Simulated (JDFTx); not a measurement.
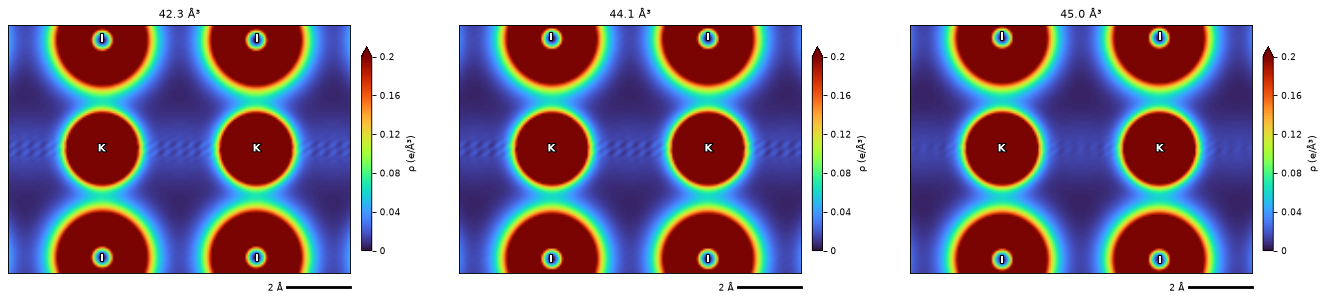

KI. The valence charge density (pseudo) of cells scaled evenly to different volumes (given per atom above each panel), on the (101̄) plane of each (indices in the axes of the cell below), at one length scale and on one colour scale.

Theory: Kohn-Sham DFT of a periodic cell, RPBE, PseudoDojo-SR-PBE-0.5-standard in JDFTx 1.7.0 (patched build).

The largest cell:

```cif
data_structure
_symmetry_space_group_name_H-M 'P 1'
_symmetry_Int_Tables_number 1
_cell_length_a 5.0941
_cell_length_b 5.0941
_cell_length_c 5.0941
_cell_angle_alpha 60.000
_cell_angle_beta 60.000
_cell_angle_gamma 60.000
_cell_volume 93.47
loop_
_atom_site_label
_atom_site_type_symbol
_atom_site_fract_x
_atom_site_fract_y
_atom_site_fract_z
_atom_site_occupancy
I1 I 0.50000 0.50000 0.50000 1
K1 K 0.00000 0.00000 0.00000 1
```

| volume (Å³/atom) | K–I contact in the plane (Å) | ρ at its midpoint (e/Å³) | pressure (GPa) | gap on the mesh (eV) | 
| --- | --- | --- | --- | --- |
| 42.33 | 3.485 | 0.091 | 2.4 | 4.37 | 
| 43.21 | 3.509 | ? | ? | ? | 
| 44.09 | 3.533 | 0.084 | 1.7 | 4.27 | 
| 44.97 | 3.556 | 0.081 | 1.4 | 4.23 | 
| 46.74 | 3.602 | 0.075 | 0.9 | 4.14 | 

What values belong in the row with question marks?

Answer. Over the known rows ln ρ falls by 1.65 per Å of K–I distance (a least-squares line), which gives 0.087 e/Å³ at 3.509 Å; the calculation gives 0.087 e/Å³. For the pressure, a straight line in volume between the neighbouring rows gives 2.0 GPa; the calculation gives 2.0. For the gap on the mesh, a straight line in volume between the neighbouring rows gives 4.32 eV; the calculation gives 4.32.
